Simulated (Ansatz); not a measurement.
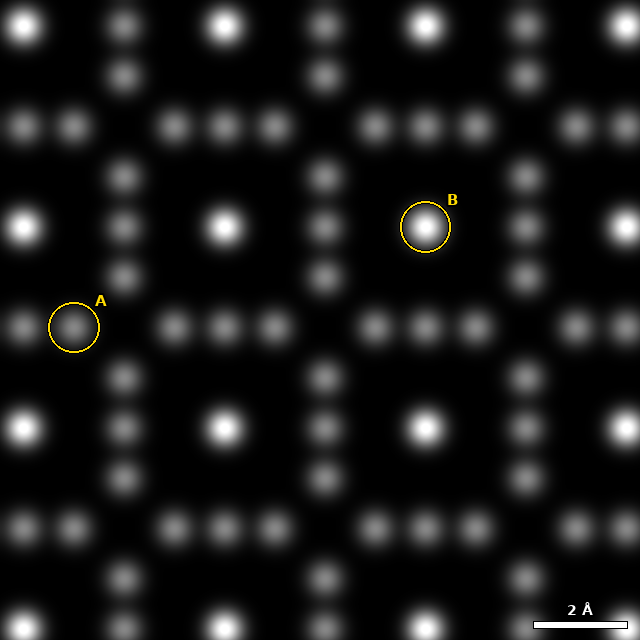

HAADF-like image of Co (Pm-3n, No. 223) along [001]. Simulation: incoherent imaging, intensity Z^1.8 per atom, probe width 0.64 Å, thin sample. Atomic positions: the end point of a relaxation with DFT, PBE, plane waves (420 eV) with PAW, scalar-relativistic in Ansatz 0.2.0; the starting structure was generated, so it need not be a known form of this composition.

```cif
data_structure
_symmetry_space_group_name_H-M 'Pm-3n'
_symmetry_Int_Tables_number 223
_cell_length_a 4.3974
_cell_length_b 4.3974
_cell_length_c 4.3974
_cell_angle_alpha 90.000
_cell_angle_beta 90.000
_cell_angle_gamma 90.000
_cell_volume 85.03
loop_
_atom_site_label
_atom_site_type_symbol
_atom_site_symmetry_multiplicity
_atom_site_Wyckoff_symbol
_atom_site_fract_x
_atom_site_fract_y
_atom_site_fract_z
_atom_site_occupancy
Co1 Co 2 a 0.00000 0.00000 0.00000 1
Co2 Co 6 c 0.25000 0.00000 0.50000 1
```

Question: Name the elements in each circled column.

Answer: A: Co (1 Co per 4.40 Å along the beam; about 50 % of the brightest peak). B: Co (2 Co per 4.40 Å along the beam; the brightest kind). Brightness is counted from the darkest point of the image.
